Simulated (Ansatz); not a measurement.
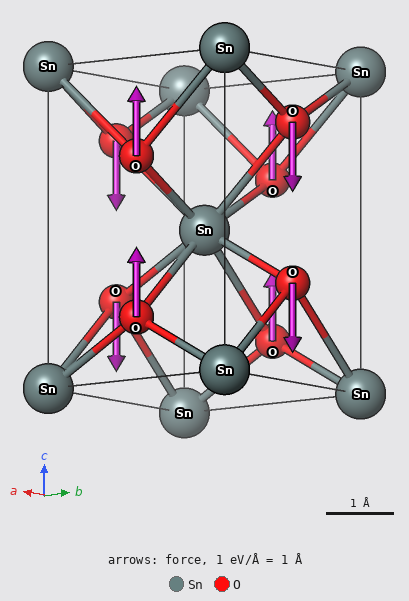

Starting geometry of solid SnO2 (a generated structure, set up in P4_2/nmc) (coarse preliminary run) with the computed forces as purple arrows. Style: ball-and-stick. Shown: the cell of the calculation, from a free direction.

Case: Hf → Sn on all its sites, cell and atoms relaxed.

These are results of DFT PBE, scalar-relativistic, plane waves, PAW (Ansatz 0.2.0), not measurements.

Input
```yaml
crystal:
  lattice:
    - [3.3299038955, 0.0, 0.0]
    - [0.0, 3.3299038955, 0.0]
    - [0.0, 0.0, 4.8632137563]
  atoms:
    - { symbol: Sn, position: [0.5, 0.5, 0.5] }
    - { symbol: Sn, position: [0.0, 0.0, 0.0] }
    - { symbol: O, position: [0.0, 0.5, 0.6932521125] }
    - { symbol: O, position: [0.5, 0.0, 0.8067478875] }
    - { symbol: O, position: [0.5, 0.0, 0.3067478875] }
    - { symbol: O, position: [0.0, 0.5, 0.1932521125] }
basis:
  ecutwfc: 420
kpoints:
  mp_grid: { grid: [6, 6, 4] }
hamiltonian:
  xc: pbe
scf:
  occupations: { method: gaussian, width: 0.1 }
output:
  forces: true
  stress: true
  eigenvalues: true
relax:
  adjacent_minimum: "off"
  f_tol: 0.05
  max_steps: 60
  cell: { stress_tol: 0.5 }
```

Run as
```bash
ansatz run input.yaml --threads 1 --pin off --max-ram 2560MiB --backend cpu --events-out ev --progress --plain --runs-dir out
```

### Is this structure relaxed? If not, where do the atoms go?

It isn't relaxed: the largest force vector, on O atoms, is 1.07 eV/Å. Measured relative to the changing cell, the final displacements run against the starting forces (cosine between the two patterns −1.00). The energy falls by 571 meV per atom in 7 accepted moves (9 points after the start). The largest force component goes from 1.1 to 0.0041 eV/Å. Pressure: 86.59 GPa at the start and −0.12 GPa at the end. At 2 points the geometry stayed and the basis and grid were re-selected for the new cell (energy shift of 50.4 meV per atom at most each time). The largest moves relative to the cell, 0.091 Å, are those of O3, O4, O5 and O6. O4 goes along +c. Sn stays in place. The drawn cell changes as follows: a = b 3.330 → 3.593 Å (+7.9 %), c 4.863 → 5.533 Å (+13.8 %); the volume changes by +32.5 %. Among the contacts that change: Sn1–O4 2.236 → 2.535 Å, Sn1–O3 1.912 → 2.046 Å. Bond angles that change, for instance: Sn2–O3–Sn2 96.3° → 90.3°. The space group stays P4_2/nmc (No. 137).
